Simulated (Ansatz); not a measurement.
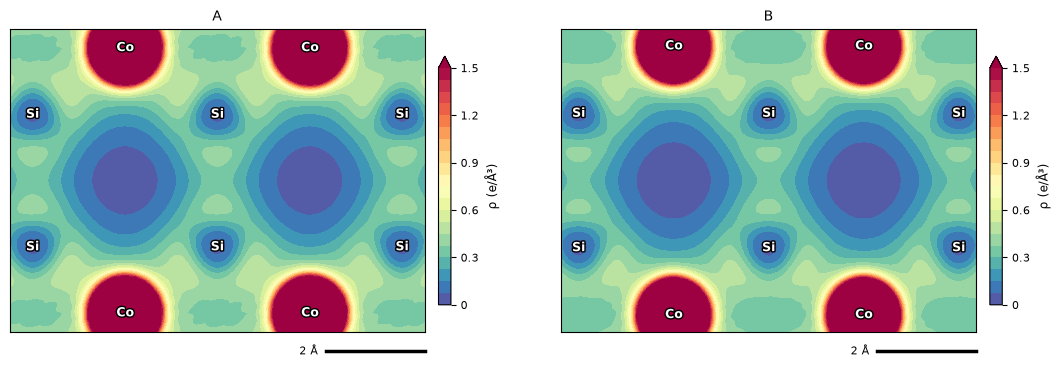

CoSi2. The valence pseudo-density of two cells that differ in size and shape, on the (011̄) plane of each (indices in the axes of the calculation cell), at one length scale and on one colour scale; one has 12.5 and the other 13.4 Å³ an atom.

All numbers below come from DFT, PBE, plane-wave PAW, default files, scalar-relativistic, frozen cores in Ansatz.

The density is the valence pseudo-density of a PAW calculation; it isn't the true density close to the nuclei.

Q: Which is the denser cell? Describe the effect of the change.

A: Panel A is the smaller cell, by 7 % in volume. From the larger cell to the smaller, Co–Si goes from 2.35 to 2.30 Å, and the density at its midpoint from 0.47 to 0.51 e/Å³; the pressure goes from −7 to 5 GPa.
